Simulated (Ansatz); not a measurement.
# Cd2Se3: what the fields show

```yaml
crystal:
  lattice:
    - [4.45925, 0.00000, 0.00000]
    - [-2.22963, 3.86183, 0.00000]
    - [0.00000, 0.00000, 9.43695]
  atoms:
    - { symbol: Cd, position: [0.33333, 0.66667, 0.09174] }
    - { symbol: Cd, position: [0.00000, 0.00000, 0.46054] }
    - { symbol: Se, position: [0.33333, 0.66667, 0.37990] }
    - { symbol: Se, position: [0.00000, 0.00000, 0.99907] }
    - { symbol: Se, position: [0.00000, 0.00000, 0.74974] }
```

Space group P3m1; a generated structure, not necessarily the stable one.

All numbers below come from DFT PBE, scalar-relativistic, plane waves, PAW (Ansatz 0.2.0).

Core electrons are frozen (PAW), and the valence fields are smoothed inside the atomic spheres.

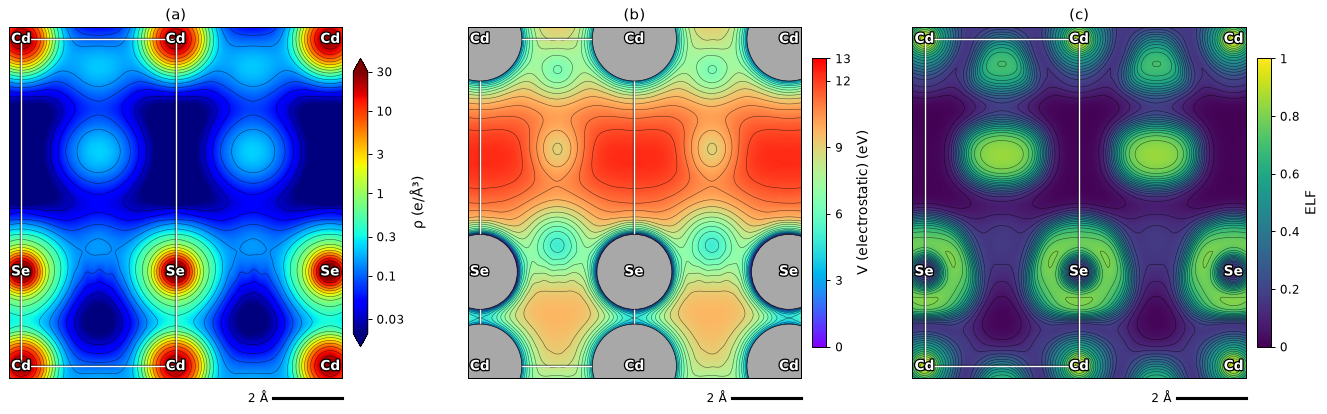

Figure 1. (a) valence pseudo-density; (b) electrostatic potential energy of an electron; (c) electron localisation function on the (100) plane of the conventional cell. Grey discs cover the atomic cores in the potential map.

Interpret the plot.

Answer. The plane passes through Cd and Se nuclei.
Cd–Se (2.72 Å): the density is about 0.33 e/Å³ at the midpoint; the ELF is about 0.40 at the midpoint and 0.15 at its lowest between the atoms.
Between the atoms the lowest density in this plane is 0.005 e/Å³.
The ELF also peaks beside Se, away from the bonds: lone-pair regions.
The features right at Cd lie inside the PAW spheres, where the map follows smoothed inner orbitals and isn't to be read closely.
Outside the cores the potential energy rises away from the atoms and is highest about 2.4 Å from the nearest atoms; its zero is arbitrary.

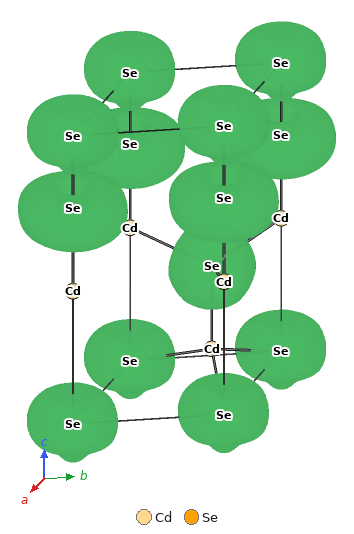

Figure 2. Isosurface of the electron localisation function at 0.65 (green), seen at an oblique angle. Only the valence region is drawn (cores and ρ < 0.01 e/Å³ removed). Sticks mark near contacts.

Describe the localisation domains.

Answer. At this value the surface marks out one region on Se in which the atom's valence shell and bonds are merged and two regions wrapped around Se (the valence shell of each), counted in one cell of 5 atoms. Regions shared between cells count once.


Se–Se (2.35 Å): the ELF peaks at about 0.75 between the atoms. Cd–Se (2.68 Å): the ELF is about 0.40 at the midpoint and 0.15 at its lowest between the atoms.

Does the calculation make it a metal, or give it a gap?

Answer. It is metallic or semimetallic at this level of theory: no gap opens.
